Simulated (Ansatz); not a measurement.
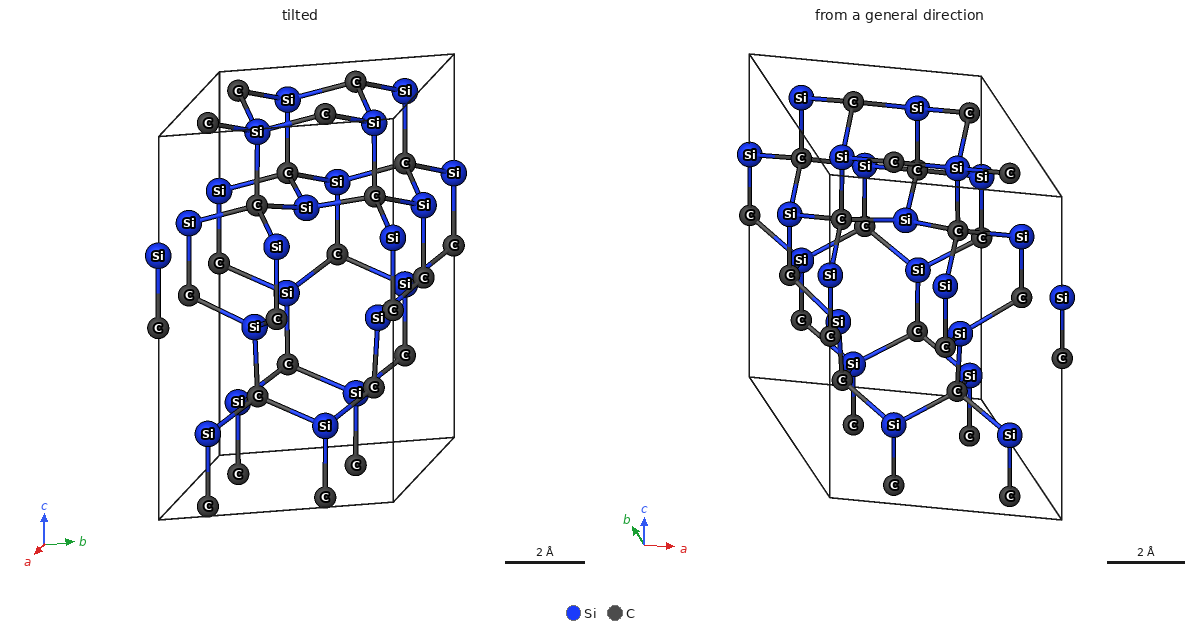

Crystal structure, ball-and-stick style, seen slightly off an axis and from a general direction. The wireframe shows the supercell. The host is SiC, in a cell of 32 sites, and the cell carries a charge of +2.

How does this supercell depart from the perfect host?

Answer. A carbon vacancy. Around the empty site lie four Si at about 2.0 to 2.1 Å.

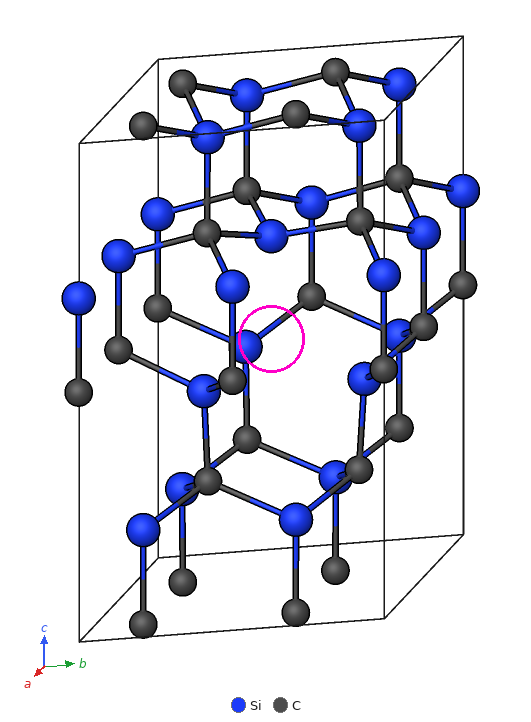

The same cell with a ring at the defect's site.

The atoms were relaxed in the host's cell with DFT PBE, scalar-relativistic, plane waves, PAW in Ansatz 0.2.0.
